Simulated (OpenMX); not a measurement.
**K: 7 runs along one coordinate**

System: K (1 atom in the cell).
Method: Kohn-Sham DFT of a periodic cell, PBE, OpenMX 2013 PBE set, no spin polarisation (OpenMX 3.8.5).

The 7 runs differ only in the geometry, by an even scaling of the cell at fixed fractional positions. The structure derives from a Materials Project entry.

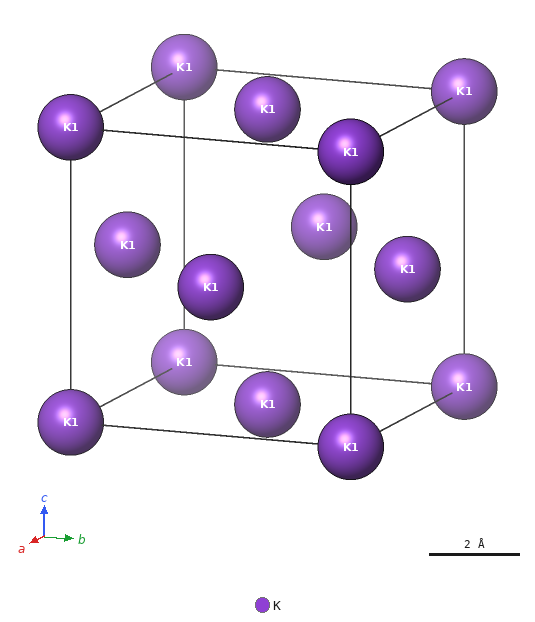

Figure 1. The structure of run 4 (ball-and-stick view of the cell 4 times as large as that of the calculation, set on its symmetry axes, seen slightly off an axis; atoms are numbered from 1 in the order of the input).

**Input of run 4**
```
System.CurrrentDirectory             ./
System.Name                          K
DATA.PATH                            ./DFT_DATA13
level.of.stdout                      1
level.of.fileout                     1
Species.Number                       1
<Definition.of.Atomic.Species
  K   K10.0-s3p2d1           K_PBE13
Definition.of.Atomic.Species>

Atoms.Number                         1
Atoms.SpeciesAndCoordinates.Unit     FRAC
<Atoms.SpeciesAndCoordinates
    1  K     0.0000000000    0.0000000000    0.0000000000   4.500  4.500
Atoms.SpeciesAndCoordinates>

Atoms.UnitVectors.Unit               Ang
<Atoms.UnitVectors
     0.0000000000    3.3918728180    3.3918728180
     3.3918728180    0.0000000000    3.3918728180
     3.3918728180    3.3918728180    0.0000000000
Atoms.UnitVectors>

scf.XcType                           GGA-PBE
scf.SpinPolarization                 off
scf.ElectronicTemperature            580.226
scf.energycutoff                     300.0
scf.maxIter                          100
scf.EigenvalueSolver                 band
scf.Kgrid                            7 7 7
scf.Mixing.Type                      rmm-diisk
scf.Init.Mixing.Weight               0.05
scf.Min.Mixing.Weight                0.001
scf.Max.Mixing.Weight                0.3
scf.Mixing.History                   25
scf.Mixing.StartPulay                8
scf.criterion                        1.0e-8
scf.stress.tensor                    on
MD.Type                              nomd
```

Command:
```bash
openmx K.dat -nt 1 > K.std
```

Lattice vectors (Å) and fractional positions of run 4:
```
   0.000000    3.391873    3.391873
   3.391873    0.000000    3.391873
   3.391873    3.391873    0.000000
K   0.000000  0.000000  0.000000
```

Run 5 has the same physical settings and fractional positions; its lattice vectors (Å) are:
```
   0.000000    3.414336    3.414336
   3.414336    0.000000    3.414336
   3.414336    3.414336    0.000000
```

**Results, with one run withheld**

```csv
run,volume per atom (Å³),"free energy per atom, from the lowest run given (meV)"
1,73.363,0.00
2,74.924,0.13
3,76.485,0.97
4,78.046,2.41
5,79.607,?
6,81.167,7.27
7,82.728,10.31
```

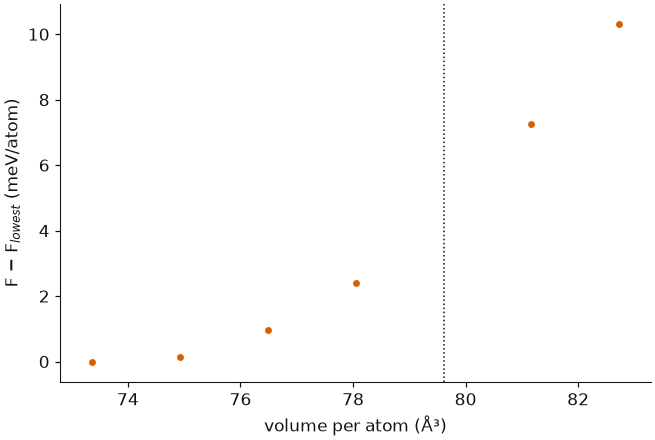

Figure 2. Free energy per atom of the runs given; the dotted line marks run 5.

Fit the runs given and predict run 5.

A cubic polynomial in V^(−2/3) (the Birch–Murnaghan form), fitted to the 6 runs given, misses them by at most 0.06 meV per atom. With x = V^(−2/3) − 0.05493 Å⁻², it reads F = 2.0518 − 2287.9 x + 6.1705e+05 x² + 3.5238e+06 x³ (meV per atom). At run 5 it gives 4.58 meV per atom, and the run itself gives 4.43. The fit has its minimum at 73.959 Å³ per atom, where V d²F/dV² gives 3.95 GPa: the bulk modulus at this level, since symmetry fixes the shape and the positions.

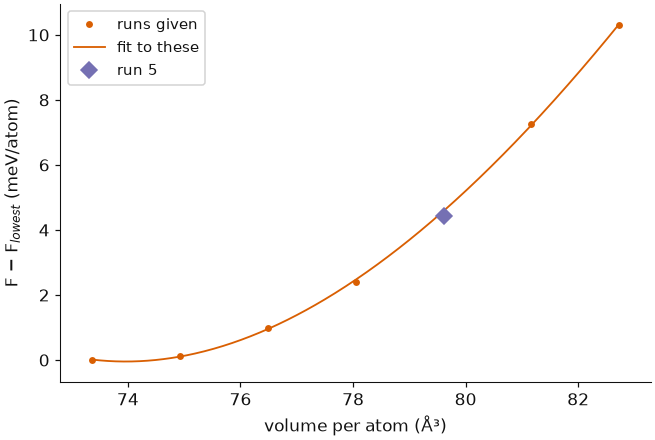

Figure 3. The fit and the withheld run.

**Some lines of the output (run 5)**
```
[...]
  Cell_Volume =    537.211564800932 (Bohr^3)
        Total energy (Hartree) at MD = 1
   kloop=0
   kloop=1
   kloop=171
```

Notes: With a small basis of atomic orbitals these values can differ much from converged plane-wave results.
